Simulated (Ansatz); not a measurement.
System: AlN, space group P6_3mc, 4 atoms in the cell, a database entry, rescaled.

```
Al N
1.0
     3.10811    0.00000    0.00000
    -1.55405    2.69170    0.00000
     0.00000    0.00000    4.97697
Al N
2 2
Direct
  0.66667 0.33333 0.00000
  0.33333 0.66667 0.50000
  0.66667 0.33333 0.38200
  0.33333 0.66667 0.88200
```

Method: DFT with r2SCAN, PAW plane waves, no spin polarisation, 9×9×5 k mesh, 500 eV cutoff (Ansatz).

What does the calculation give for the electronic structure? The path is Γ–M–K–Γ–A–L–H–A–L–M–H.

The material is gapped. The gap along this path is 4.87 eV and direct: both edges lie at Γ. The top valence level at Γ is a single band, not degenerate (spin aside). The top valence band spans 2.4 eV and the lowest conduction band 3.3 eV. The direct gaps are 4.87 eV at Γ, 7.39 eV at L and 8.11 eV at K.

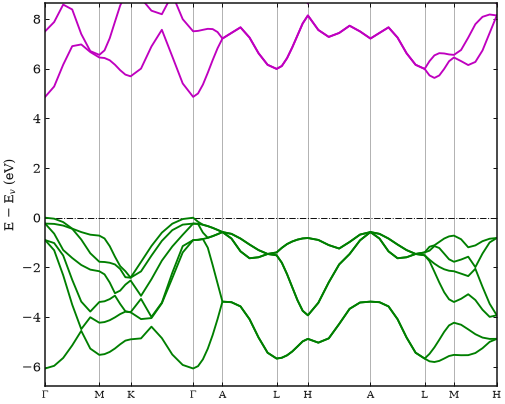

Band structure. Energies are counted from the top of the valence band. The path runs straight from each named point to the next. The path has few k points, so lines between them are rough.
